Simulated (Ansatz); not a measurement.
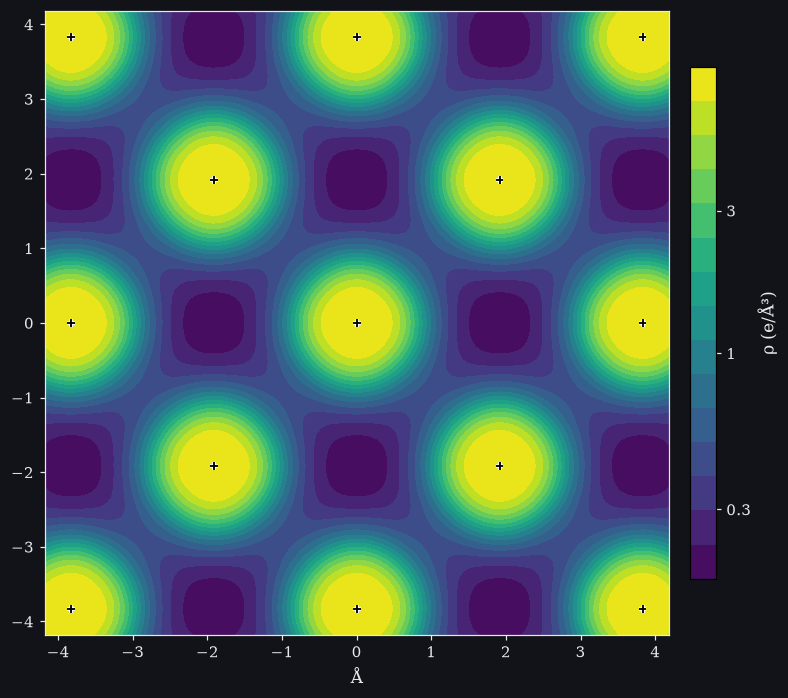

The valence pseudo-density on a plane through atoms (crosses mark nuclei in the plane).

The calculation used DFT PBEsol, scalar-relativistic, plane waves, PAW in Ansatz.

Candidates:
A. Si, a = 5.43 Å, b = 5.43 Å, c = 5.43 Å, α = 90.00°, β = 90.00°, γ = 90.00°. Space group Fd-3m; a generated structure, not necessarily the stable one.
B. GaSb, a = 6.11 Å, b = 6.11 Å, c = 6.11 Å, α = 90.00°, β = 90.00°, γ = 90.00°. Space group F-43m; a generated structure, not necessarily the stable one.
C. Ir, a = 3.83 Å, b = 3.83 Å, c = 3.83 Å, α = 90.00°, β = 90.00°, γ = 90.00°. Space group Fm-3m; computed without spin polarisation.

### Which candidate gave the map?

Candidate C: Ir on the (100) plane of the conventional cell, which holds Ir. Ir–Ir (2.71 Å): the density is about 0.45 e/Å³ at the midpoint.
